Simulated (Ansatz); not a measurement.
Consider Sb2Pt.

```cif
data_structure
_symmetry_space_group_name_H-M 'P 1'
_symmetry_Int_Tables_number 1
_cell_length_a 6.5981
_cell_length_b 6.5981
_cell_length_c 6.5981
_cell_angle_alpha 90.000
_cell_angle_beta 90.000
_cell_angle_gamma 90.000
_cell_volume 287.24
loop_
_atom_site_label
_atom_site_type_symbol
_atom_site_fract_x
_atom_site_fract_y
_atom_site_fract_z
_atom_site_occupancy
Sb1 Sb 0.25000 0.25000 0.25000 1
Sb2 Sb 0.75000 0.75000 0.25000 1
Sb3 Sb 0.75000 0.25000 0.75000 1
Sb4 Sb 0.25000 0.75000 0.75000 1
Sb5 Sb 0.75000 0.25000 0.25000 1
Sb6 Sb 0.25000 0.75000 0.25000 1
Sb7 Sb 0.25000 0.25000 0.75000 1
Sb8 Sb 0.75000 0.75000 0.75000 1
Pt1 Pt 0.00000 0.00000 0.00000 1
Pt2 Pt 0.50000 0.50000 0.00000 1
Pt3 Pt 0.50000 0.00000 0.50000 1
Pt4 Pt 0.00000 0.50000 0.50000 1
```

Space group Fm-3m; started from the fluorite_225 prototype, which need not be the ambient phase.

Theory: Ansatz 0.2.0, DFT r2SCAN, scalar-relativistic, plane waves, PAW.

Predict the valence pseudo-density and electron localisation function between the atoms.

Answer. Sb–Pt (2.86 Å): ρ is about 0.35 e/Å³ halfway; the ELF is about 0.45 at the midpoint; no localised pair shows between them.

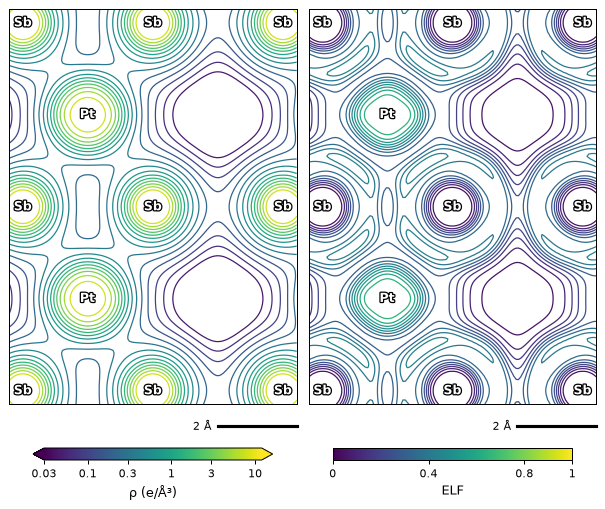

Computed valence pseudo-density and electron localisation function on the (101) plane of the conventional cell, in this order. 

Core electrons are frozen (PAW), and the valence fields are smoothed inside the atomic spheres.
